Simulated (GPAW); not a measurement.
Crystal: C, an entry of the Crystallography Open Database, as set up for an electronic-structure calculation.

```
C
1.0
     2.52210    0.00000    0.00000
    -1.26105    2.18420    0.00000
     0.00000    0.00000   12.35570
C
12
Direct
  0.66667 0.33333 0.35417
  0.33333 0.66667 0.85417
  0.66667 0.33333 0.14583
  0.33333 0.66667 0.64583
  0.66667 0.33333 0.47917
  0.33333 0.66667 0.97917
  0.66667 0.33333 0.02083
  0.33333 0.66667 0.52083
  0.00000 0.00000 0.81250
  0.00000 0.00000 0.31250
  0.00000 0.00000 0.68750
  0.00000 0.00000 0.18750
```

**What does its first Brillouin zone look like, and which path through it is standard?**

It has a primitive hexagonal lattice (hP; extended symbol hP2). The zone is a hexagonal prism in its combinatorial type: 8 faces (6 with 4 edges, 2 with 6 edges), 18 edges, 12 vertices. Path: Γ–M–K–Γ–A–L–H–A | L–M | H–K.

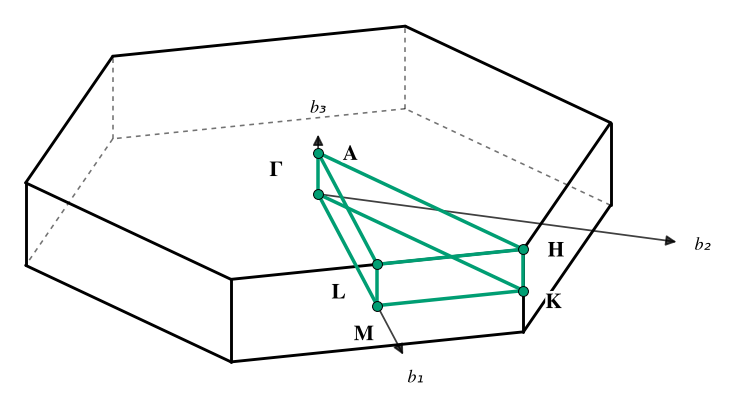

Labels and path follow the convention of Hinuma et al. (2017), as computed by seekpath; the arrows show the directions of the reciprocal primitive vectors b₁, b₂, b₃, in which coordinates are given; lengths include the factor 2π.

```json
{"point": "Γ", "k₁": "0", "k₂": "0", "k₃": "0", "length of k (1/Å)": "0.000"}
{"point": "A", "k₁": "0", "k₂": "0", "k₃": "1/2", "length of k (1/Å)": "0.254"}
{"point": "K", "k₁": "1/3", "k₂": "1/3", "k₃": "0", "length of k (1/Å)": "1.661"}
{"point": "H", "k₁": "1/3", "k₂": "1/3", "k₃": "1/2", "length of k (1/Å)": "1.680"}
{"point": "M", "k₁": "1/2", "k₂": "0", "k₃": "0", "length of k (1/Å)": "1.438"}
{"point": "L", "k₁": "1/2", "k₂": "0", "k₃": "1/2", "length of k (1/Å)": "1.461"}
```
